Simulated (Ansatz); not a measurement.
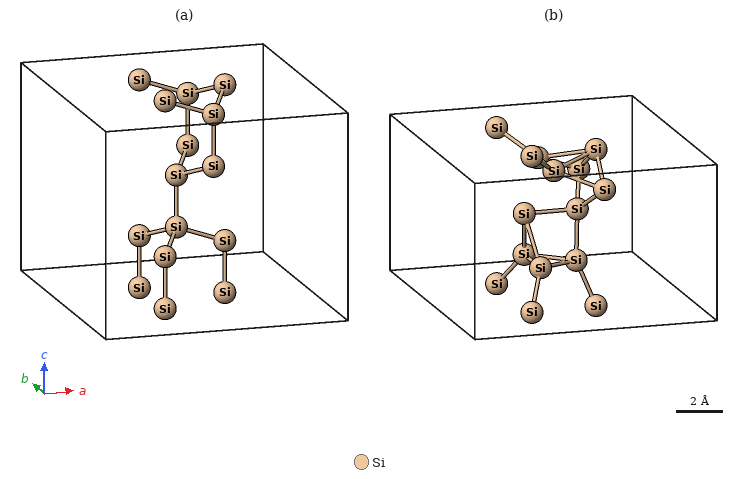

The structure of a wire of composition Si before (left) and after (right) a relaxation, at one scale.

A ball-and-stick model of the cell of the calculation, with the vacuum cut short, seen slightly off an axis.

Case: wire along [1 1 1], 12 atoms a period.

All numbers below come from DFT PBE, scalar-relativistic, plane waves, PAW (Ansatz).

Input
```yaml
crystal:
  lattice:
    - [12.3, 0.0, 0.0]
    - [0.0, 13.2, 0.0]
    - [0.0, 0.0, 9.4737579537]
  atoms:
    - { symbol: Si, position: [0.6361576929, 0.5, 0.25], spin: 0.3 }
    - { symbol: Si, position: [0.3638423071, 0.3534982769, 0.0], spin: 0.3 }
    - { symbol: Si, position: [0.5453858976, 0.6465017231, 0.6666666667], spin: 0.3 }
    - { symbol: Si, position: [0.4546141024, 0.5, 0.5833333333], spin: 0.3 }
    - { symbol: Si, position: [0.3638423071, 0.6465017231, 0.0], spin: 0.3 }
    - { symbol: Si, position: [0.5453858976, 0.3534982769, 0.6666666667], spin: 0.3 }
    - { symbol: Si, position: [0.3638423071, 0.3534982769, 0.25], spin: 0.3 }
    - { symbol: Si, position: [0.5453858976, 0.6465017231, 0.9166666667], spin: 0.3 }
    - { symbol: Si, position: [0.6361576929, 0.5, 0.0], spin: 0.3 }
    - { symbol: Si, position: [0.3638423071, 0.6465017231, 0.25], spin: 0.3 }
    - { symbol: Si, position: [0.5453858976, 0.3534982769, 0.9166666667], spin: 0.3 }
    - { symbol: Si, position: [0.4546141024, 0.5, 0.3333333333], spin: 0.3 }
basis:
  ecutwfc: 420
kpoints:
  mp_grid: { grid: [1, 1, 4] }
hamiltonian:
  xc: pbe
scf:
  occupations: { method: gaussian, width: 0.05 }
output:
  forces: true
  stress: true
  eigenvalues: true
  populations: true
  write_density: true
  write_potential: true
  elf: true
  volumetric_format: npy
magnetization:
  spin_polarized: true
relax:
  adjacent_minimum: "off"
  f_tol: 0.02
  max_steps: 45
  cell: { fix: [a, b, alpha, beta, gamma], stress_tol: 0.03 }
```

Launched with:
```bash
ansatz run input.yaml --threads 4 --pin off --max-ram 11264MiB --backend cpu --events-out ev --progress --plain --runs-dir out
```

Question: What changed between the two?

Answer: The relaxation stopped without meeting its thresholds, so the last structure isn't shown to be converged. The energy falls by 6.527 eV per cell of the calculation in 39 accepted moves (43 points after the start). The largest force component goes from 0.84 to 0.24 eV/Å. The line search rejected the trial steps at points 16, 29, 36, 37 of the run. Si12 moves most relative to the centre of the atoms: 1.77 Å. Along the periodic axis the drawn cell goes c 9.474 → 7.118 Å (−24.9 %). Some distances before and after: Si11–Si12 5.960 → 2.671 Å, Si4–Si9 4.535 → 2.780 Å, Si1–Si4 3.868 → 2.342 Å, Si3–Si9 3.868 → 2.361 Å. New bonds form, among them: Si1–Si4 (3.87 → 2.34 Å). Bonds break, among them: Si1–Si12 (2.37 → 3.33 Å). Among the angles between lasting bonds that change: Si3–Si8–Si9 109.5° → 55.5°, Si7–Si12–Si10 109.5° → 57.8°, Si5–Si10–Si12 109.5° → 148.3°. The program noted that the starting moments weren't kept.
